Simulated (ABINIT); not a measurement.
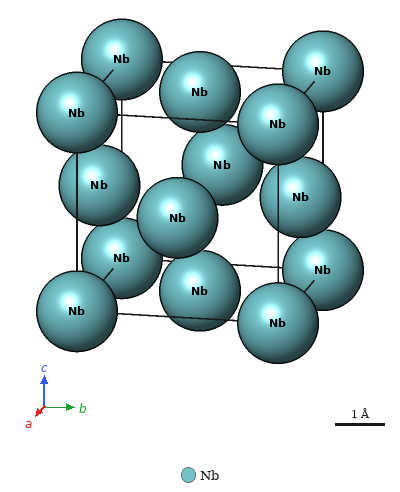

**Figure 1.** The input geometry (spheres-only view of the cell 4 times as large as that of the calculation, set on its symmetry axes, seen slightly off an axis). An atom can appear more than once, as a periodic image.

**Run report: Nb, single-point calculation**

System: Nb (Fm-3m, 1 atom in the cell).
Method: Kohn-Sham DFT of a periodic cell, RPBE, SPMS NC PBE v1.0, no spin polarisation (ABINIT 10.8.3).

The structure derives from an entry of the Crystallography Open Database.

## Log
```
.Version 10.8.3 of ABINIT
 Symmetries : space group Fm -3 m (#225); Bravais cF (face-center cubic)
================================================================================
 Values of the parameters that define the memory need of the present run
     intxc =       0    ionmov =       0      iscf =       7    lmnmax =       6
     lnmax =       6     mgfft =      24  mpssoang =       3    mqgrid =    3001
     natom =       1  nloc_mem =       1    nspden =       1   nspinor =       1
    nsppol =       1      nsym =      48    n1xccc =    2501    ntypat =       1
    occopt =       4   xclevel =       2
       mpw =         600          nfft =       13824          nkpt =          56
================================================================================
================================================================================

--------------------------------------------------------------------------------
------------- Echo of variables that govern the present computation ------------
--------------------------------------------------------------------------------
 -outvars: echo values of preprocessed input variables --------
            acell      1.0000000000E+00  1.0000000000E+00  1.0000000000E+00 Bohr
              amu      9.29063800E+01
             ecut      2.10000000E+01 Hartree
           enunit           2
                       outvar_i_n : Printing only first  50 k-points.
              ixc          15
                       outvar_i_n : Printing only first  50 k-points.
         kptrlatt       11    0    0      0   11    0      0    0   11
          kptrlen      6.21751615E+01
            natom           1
            nband          11
            ngfft          24      24      24
             nkpt          56
            nstep         100
             nsym          48
           ntypat           1
                       prtocc : prtvol=0, do not print more k-points.
           occopt           4
           prtden           0
        prtebands           0
           prteig           0
            prtwf           0
            rprim      0.0000000000E+00  3.9967707536E+00  3.9967707536E+00
                       3.9967707536E+00  0.0000000000E+00  3.9967707536E+00
                       3.9967707536E+00  3.9967707536E+00  0.0000000000E+00
          spgroup         225
           tolvrs      1.00000000E-10
           tsmear      1.83746611E-03 Hartree
            typat      1
                       outvars : Printing only first  50 k-points.
            znucl       41.00000

================================================================================

 chkinp: Checking input parameters for consistency.

================================================================================
== DATASET  1 ==================================================================

--- !DatasetInfo
iteration_state: {dtset: 1, }
dimensions: {natom: 1, nkpt: 56, mband: 11, nsppol: 1, nspinor: 1, nspden: 1, mpw: 600, }
cutoff_energies: {ecut:  21.0, pawecutdg:  -1.0, }
electrons: {nelect:   1.30000000E+01, charge:   0.00000000E+00, occopt:   4.00000000E+00, tsmear:   1.83746611E-03, }
meta: {optdriver: 0, ionmov: 0, optcell: 0, iscf: 7, paral_kgb: 0, }
...

 Exchange-correlation functional for the present dataset will be:
  GGA: RPBE functional - ixc=15
  Hammer, L. B. Hansen, and J. K. Norskov, PRB 59, 7413 (1999)

 Real(R)+Recip(G) space primitive vectors, cartesian coordinates (Bohr,Bohr^-1):
 R(1)=  0.0000000  3.9967708  3.9967708  G(1)= -0.1251010  0.1251010  0.1251010
 R(2)=  3.9967708  0.0000000  3.9967708  G(2)=  0.1251010 -0.1251010  0.1251010
 R(3)=  3.9967708  3.9967708  0.0000000  G(3)=  0.1251010  0.1251010 -0.1251010
 Unit cell volume ucvol=  1.2769024E+02 bohr^3
 Angles (23,13,12)=  6.00000000E+01  6.00000000E+01  6.00000000E+01 degrees

 getcut: wavevector=  0.0000  0.0000  0.0000  ngfft=  24  24  24
         ecut(hartree)=     21.000   => boxcut(ratio)=   2.05832

--- Pseudopotential description ------------------------------------------------
- pspini: atom type   1  psp file is ./41_Nb_13_1.5_1.7_pbe_n_v1.0.psp8
    8   11    2    4       600   0.00000      pspcod,pspxc,lmax,lloc,mmax,r2well
    5.99000000000000    5.00000000000000    0.00000000000000   rchrg,fchrg,qchrg
     nproj     2     2     2
     extension_switch     1

   2.65634020E+02                                ecore*ucvol(ha*bohr**3)
--------------------------------------------------------------------------------

================================================================================

--- !BeginCycle
iteration_state: {dtset: 1, }
solver: {iscf: 7, nstep: 100, nline: 4, wfoptalg: 0, }
tolerances: {tolvrs: 1.00E-10, }
...

     iter   Etot(hartree)      deltaE(h)  residm     vres2
 ETOT  1  -62.542065090504    -6.254E+01 8.557E-02 3.551E+01
 ETOT  2  -62.568019135903    -2.595E-02 1.015E-02 5.664E+00
 ETOT  3  -62.570638916008    -2.620E-03 8.020E-04 2.858E-03
 ETOT  4  -62.570639985072    -1.069E-06 5.095E-04 6.289E-05
 ETOT  5  -62.570640002933    -1.786E-08 2.616E-04 3.271E-07
 ETOT  6  -62.570640003006    -7.351E-11 3.361E-04 2.505E-09
 ETOT  7  -62.570640003006     1.208E-13 1.659E-04 1.492E-11

 At SCF step    7       vres2   =  1.49E-11 < tolvrs=  1.00E-10 =>converged.

 Cartesian components of stress tensor (hartree/bohr^3)
  sigma(1 1)=  1.89288839E-04  sigma(3 2)=  0.00000000E+00
  sigma(2 2)=  1.89288839E-04  sigma(3 1)=  0.00000000E+00
  sigma(3 3)=  1.89288839E-04  sigma(2 1)=  0.00000000E+00

--- !ResultsGS
iteration_state: {dtset: 1, }
comment   : Summary of ground state results
lattice_vectors:
- [  0.0000000,   3.9967708,   3.9967708, ]
- [  3.9967708,   0.0000000,   3.9967708, ]
- [  3.9967708,   3.9967708,   0.0000000, ]
lattice_lengths: [   5.65229,    5.65229,    5.65229, ]
lattice_angles: [ 60.000,  60.000,  60.000, ] # degrees, (23, 13, 12)
lattice_volume:   1.2769024E+02
convergence: {deltae:  1.208E-13, res2:  1.492E-11, residm:  1.659E-04, diffor: null, }
etotal    :  -6.25706400E+01
entropy   :   0.00000000E+00
fermie    :   4.77915448E-01
cartesian_stress_tensor: # hartree/bohr^3
- [  1.89288839E-04,   0.00000000E+00,   0.00000000E+00, ]
- [  0.00000000E+00,   1.89288839E-04,   0.00000000E+00, ]
- [  0.00000000E+00,   0.00000000E+00,   1.89288839E-04, ]
pressure_GPa:  -5.5691E+00
xred      :
- [  0.0000E+00,   0.0000E+00,   0.0000E+00, Nb]
cartesian_forces: # hartree/bohr
- [ -0.00000000E+00,  -0.00000000E+00,  -0.00000000E+00, ]
force_length_stats: {min:   0.00000000E+00, max:   0.00000000E+00, mean:   0.00000000E+00, }
...

 Integrated electronic density in atomic spheres:
 ------------------------------------------------
 Atom  Sphere_radius  Integrated_density
    1        2.00000          9.38170403
================================================================================

 ----iterations are completed or convergence reached----

 Mean square residual over all n,k,spin=   43.518E-08; max=  16.595E-05
 reduced coordinates (array xred) for    1 atoms
       0.000000000000      0.000000000000      0.000000000000
 rms dE/dt=  0.0000E+00; max dE/dt=  0.0000E+00; dE/dt below (all hartree)
    1       0.000000000000      0.000000000000      0.000000000000

 cartesian coordinates (angstrom) at end:
    1      0.00000000000000     0.00000000000000     0.00000000000000

 cartesian forces (hartree/bohr) at end:
    1     -0.00000000000000    -0.00000000000000    -0.00000000000000
 frms,max,avg= 0.0000000E+00 0.0000000E+00   0.000E+00  0.000E+00  0.000E+00 h/b

 cartesian forces (eV/Angstrom) at end:
    1     -0.00000000000000    -0.00000000000000    -0.00000000000000
 frms,max,avg= 0.0000000E+00 0.0000000E+00   0.000E+00  0.000E+00  0.000E+00 e/A
 length scales=  1.000000000000  1.000000000000  1.000000000000 bohr
              =  0.529177210544  0.529177210544  0.529177210544 angstroms
 Fermi (or HOMO) energy (hartree) =   0.47792   Average Vxc (hartree)=  -0.45964
 Eigenvalues (hartree) for nkpt=  56  k points:
 kpt#   1, nband= 11, wtk=  0.00075, kpt=  0.0000  0.0000  0.0000 (reduced coord)
  -1.53718   -0.63384   -0.63384   -0.63384    0.25081    0.48199    0.48199    0.48199
   0.57647    0.57647    0.91599
      occupation numbers for kpt#   1
   2.00000    2.00000    2.00000    2.00000    2.00000    0.00283    0.00283    0.00283
   0.00000    0.00000    0.00000
 prteigrs : prtvol=0 or 1, do not print more k-points.

 Fermi (or HOMO) energy (eV) =  13.00474   Average Vxc (eV)= -12.50757
 Eigenvalues (   eV  ) for nkpt=  56  k points:
 kpt#   1, nband= 11, wtk=  0.00075, kpt=  0.0000  0.0000  0.0000 (reduced coord)
 -41.82869  -17.24775  -17.24775  -17.24775    6.82477   13.11564   13.11564   13.11564
  15.68648   15.68648   24.92525
 prteigrs : prtvol=0 or 1, do not print more k-points.

--- !EnergyTerms
iteration_state     : {dtset: 1, }
comment             : Components of total free energy in Hartree
kinetic             :  1.77529143232725E+01
hartree             :  7.89720275114068E+00
xc                  : -1.32304752331692E+01
Ewald energy        : -4.84667334139264E+01
psp_core            :  2.08030006523322E+00
local_psp           : -3.47793638641652E+01
non_local_psp       :  6.17550082204727E+00
internal            : -6.25706545495672E+01
'-kT*entropy'       :  1.45465610163925E-05
total_energy        : -6.25706400030061E+01
total_energy_eV     : -1.70263385278003E+03
band_energy         : -4.94826628831112E+00
...

 Cartesian components of stress tensor (hartree/bohr^3)
  sigma(1 1)=  1.89288839E-04  sigma(3 2)=  0.00000000E+00
  sigma(2 2)=  1.89288839E-04  sigma(3 1)=  0.00000000E+00
  sigma(3 3)=  1.89288839E-04  sigma(2 1)=  0.00000000E+00

-Cartesian components of stress tensor (GPa)         [Pressure= -5.5691E+00 GPa]
- sigma(1 1)=  5.56906991E+00  sigma(3 2)=  0.00000000E+00
- sigma(2 2)=  5.56906991E+00  sigma(3 1)=  0.00000000E+00
- sigma(3 3)=  5.56906991E+00  sigma(2 1)=  0.00000000E+00

== END DATASET(S) ==============================================================
================================================================================

 -outvars: echo values of variables after computation  --------
            acell      1.0000000000E+00  1.0000000000E+00  1.0000000000E+00 Bohr
           etotal     -6.2570640003E+01
            fcart     -0.0000000000E+00 -0.0000000000E+00 -0.0000000000E+00
            rprim      0.0000000000E+00  3.9967707536E+00  3.9967707536E+00
                       3.9967707536E+00  0.0000000000E+00  3.9967707536E+00
                       3.9967707536E+00  3.9967707536E+00  0.0000000000E+00
           strten      1.8928883894E-04  1.8928883894E-04  1.8928883894E-04
                       0.0000000000E+00  0.0000000000E+00  0.0000000000E+00
 Calculation completed.
```

This output came from the following input.

## The input
```
# Pseudopotentials
pp_dirpath "./"
pseudos "41_Nb_13_1.5_1.7_pbe_n_v1.0.psp8"

# Structure
acell 3*1.0
rprim
     0.0000000000     3.9967707536     3.9967707536
     3.9967707536     0.0000000000     3.9967707536
     3.9967707536     3.9967707536     0.0000000000
ntypat 1
znucl 41
natom 1
typat 1
xcart
     0.0000000000     0.0000000000     0.0000000000 Angstrom

# Plane-wave basis
ecut 21.0

# k points
kptopt 1
ngkpt 11 11 11
nshiftk 1
shiftk 0.0 0.0 0.0

# Exchange and correlation
ixc 15

# Bands and occupations
nband 11
occopt 4
tsmear 0.05 eV

# SCF cycle
nstep 100
tolvrs 1.0e-10

# Output
iomode 3
prtwf 0
prtden 0
prteig 0
prtebands 0
enunit 2
```

Launched with:
```bash
abinit run.abi > log 2>&1
```

## Summary

- outcome: converged
- space group (tolerance 0.01 Å): Fm-3m (225)
- electrons treated: 13
- free energy: −1702.6339 eV
- Fermi energy: 13.005 eV
- gap on the k-point mesh: none (metallic)
- pressure: −5.57 GPa
- largest force (length of the vector): under 0.001 eV/Å
- hardware: 1 thread of Arm Neoverse V1, 24 GiB of memory available, shared host
- wall time: 7.2 s
- peak memory: 0.06 GiB

Points of doubt noted for this run: cutoff too low for stress. The cell is under a tension of 5.6 GPa at this level, so it is not at its equilibrium volume.
